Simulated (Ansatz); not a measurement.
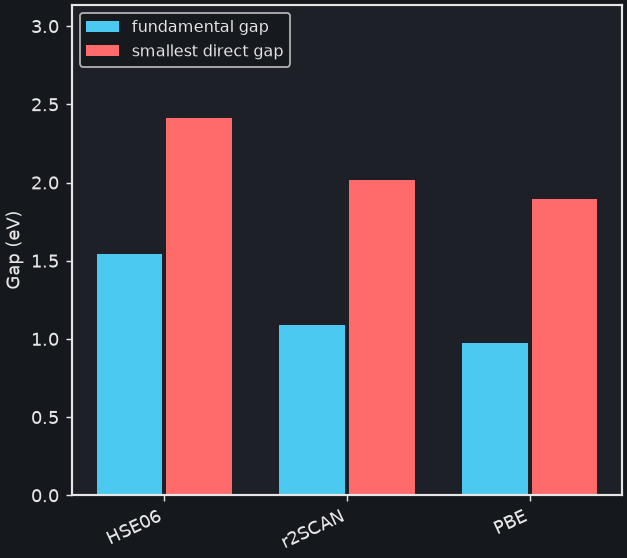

Gaps of MoS2, space group Cmcm (No. 63), 6 atoms in the cell, uniaxial (y) strain −4.7%, at several levels of theory on one cell (Ansatz, plane waves and PAW; edges over the mesh and the special points).

How does the gap depend on the level, and does its kind change?

In rising order: PBE 0.97 eV, r2SCAN 1.09 eV and HSE06 1.54 eV. It is indirect at every level.
